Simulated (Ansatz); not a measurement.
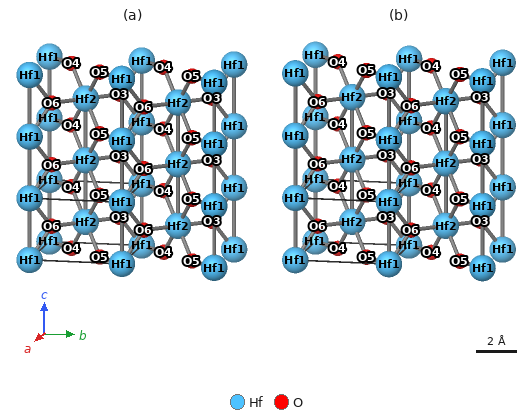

The structure of a crystal of HfO2 (built on the database structure type) before (left) and after (right) a relaxation, at one scale.

A ball-and-stick model of the cell of the calculation, repeated 1 × 2 × 3 with one cell outlined, seen slightly off an axis.

Level of theory: DFT, PBE, plane waves, PAW in Ansatz. (plane-wave cutoff 420 eV; k-point mesh 6 × 6 × 8; occupations fermi dirac; smearing width 0.02 eV; no spin polarisation; cell and atoms relaxed; force threshold 0.005 eV/Å)

What changed between the two?

Answer. The atoms keep their places relative to the cell (all moves are under 0.005 Å). Cell: a = b 4.814 → 4.880 Å (+1.4 %), c 3.205 → 3.238 Å (+1.0 %). Volume +3.8 %. Among the contacts that change: Hf1–Hf1 3.205 → 3.238 Å, Hf1–O4 2.077 → 2.106 Å, Hf1–O3 2.081 → 2.104 Å. The space group stays P4_2/mnm (No. 136). After 5 accepted moves (7 points after the start) the energy has fallen by 12.1 meV per atom. Largest force component: 0.057 eV/Å at the start, 0.00012 eV/Å at the end. The pressure goes from 8.54 to 0.02 GPa. At 2 points the geometry stayed and the basis and grid were re-selected for the new cell (energy shift of 2.5 meV per atom at most each time). Cost: 19 s on 4 threads of Arm Neoverse V2, on a shared host, peak memory 0.49 GiB.
